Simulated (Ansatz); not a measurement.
Mo (slab)

Input

```
crystal:
  lattice:
    - [3.1294301618, 0.0, 0.0]
    - [0.0, 3.1294301618, 0.0]
    - [0.0, 0.0, 20.043347501]
  atoms:
    - { symbol: Mo, position: [0.5, 0.5, 0.1995674625] }
    - { symbol: Mo, position: [0.0, 0.0, 0.277634017] }
    - { symbol: Mo, position: [0.5, 0.5, 0.3579998479] }
    - { symbol: Mo, position: [0.0, 0.0, 0.4262435454] }
basis:
  ecutwfc: 420
kpoints:
  mp_grid: { grid: [9, 9, 1] }
hamiltonian:
  xc: pbesol
  pseudopotentials: { kind: paw, azcp: { folder: soft_1 } }
scf:
  occupations: { method: gaussian, width: 0.1 }
output:
  forces: true
  eigenvalues: true
  write_density: true
  write_potential: true
  elf: true
  volumetric_format: npy
efield:
  axis: 3
  dipole_correction: true
  ramp_width: 0.04
```

Launched as:

```sh
ansatz run input.yaml --threads 1 --pin off --max-ram 3072MiB --backend cpu --events-out ev --progress --plain --runs-dir out
```

Not relaxed (largest force 1.7 eV/Å); computed without spin polarisation; PAW files of the earlier set (soft_1).

Theory: Ansatz, DFT PBEsol, scalar-relativistic, plane waves, PAW.

> What will maps of the valence pseudo-density and electron localisation function show?

Mo–Mo (2.60 Å): ρ at the midpoint is about 0.49 e/Å³; the ELF is about 0.35 at the midpoint.
Mo–Mo (2.71 Å): the density is about 0.41 e/Å³ at the midpoint; the ELF is about 0.35 at the midpoint.

> Metal or insulator at this level of theory?

It is gapless in this calculation (a metal or semimetal).

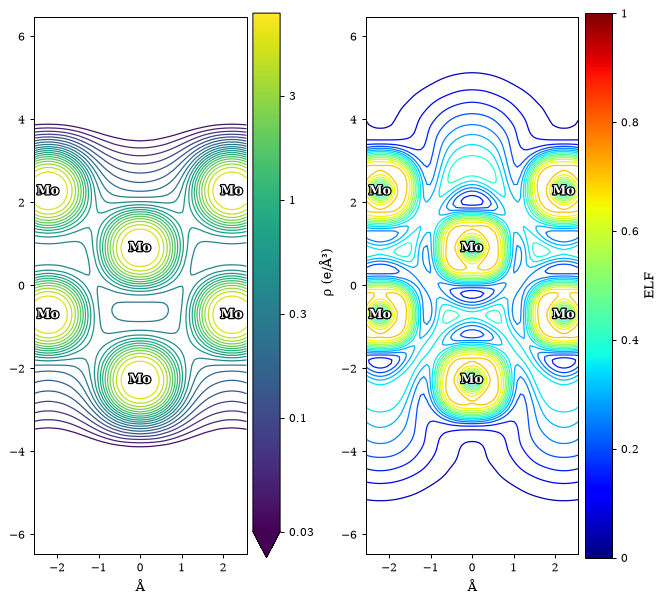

Computed valence pseudo-density and electron localisation function on the (110) plane of the calculation cell, a cut from vacuum to vacuum, in this order. 
